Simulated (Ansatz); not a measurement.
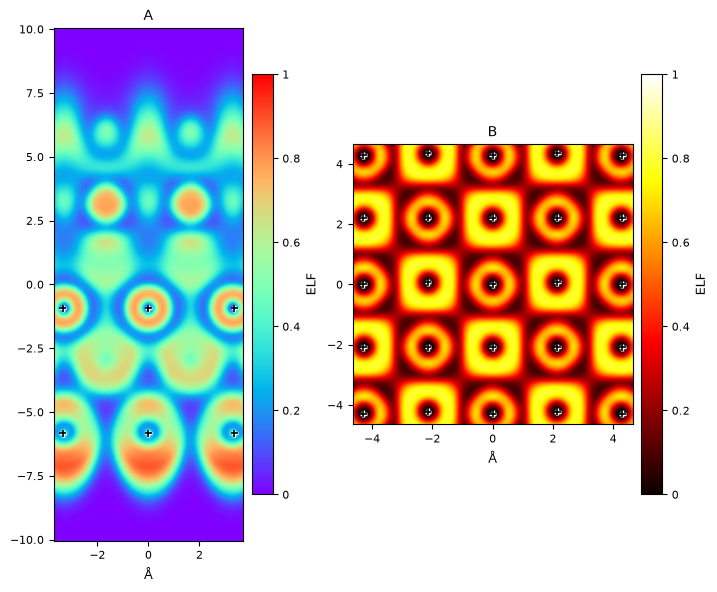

The ELF of 2 systems, each on a plane through atoms (crosses mark nuclei in the plane).

Method: DFT PBEsol, scalar-relativistic, plane waves, PAW in Ansatz.

System 1: TiC, the (010) plane of the conventional cell. Space group P4mm; changed on purpose from its base cell (atom 1 (Ti) moved -0.067 A along Cartesian [1 0 0]); not relaxed (largest force 1.1 eV/Å); computed without spin polarisation.

```
CELL_PARAMETERS angstrom
0.00000 -4.29337 0.00000
0.00000 0.00000 -4.29337
4.29337 0.00000 0.00000
ATOMIC_POSITIONS crystal
Ti 0.00000 0.00000 0.98446
Ti 0.50000 0.00000 0.50000
Ti 0.00000 0.50000 0.50000
Ti 0.50000 0.50000 0.00000
C 0.00000 0.00000 0.50000
C 0.50000 0.00000 0.00000
C 0.00000 0.50000 0.00000
C 0.50000 0.50000 0.50000
```

System 2: NbAs$_{2}$ (slab), the (010) plane of the calculation cell, a cut from vacuum to vacuum. Not relaxed (largest force 1.5 eV/Å).

```
CELL_PARAMETERS angstrom
3.36132 0.00000 0.00000
-1.68066 4.66652 0.00000
0.00000 0.00000 26.67599
ATOMIC_POSITIONS crystal
As 0.55658 0.07650 0.28115
As 0.29733 0.55799 0.29551
Nb 0.70816 0.37965 0.36561
As 0.99223 0.94779 0.38781
As 0.27030 0.50393 0.44275
Nb 0.55437 0.07207 0.46495
As 0.96520 0.89374 0.53505
As 0.70595 0.37523 0.54941
Nb 0.11678 0.19689 0.61951
As 0.40085 0.76503 0.64171
As 0.67892 0.32118 0.69665
Nb 0.96299 0.88931 0.71885
```

Question: Which map belongs to which system?

Answer: Panel A is system 2, NbAs$_{2}$: the plane holds As and Nb. Panel B is system 1, TiC: the plane holds Ti and C. Ti–C (2.08 Å): the ELF peaks at about 0.80 in the valence shell of C, 0.7 Å from its nucleus, and is about 0.30 at the midpoint.
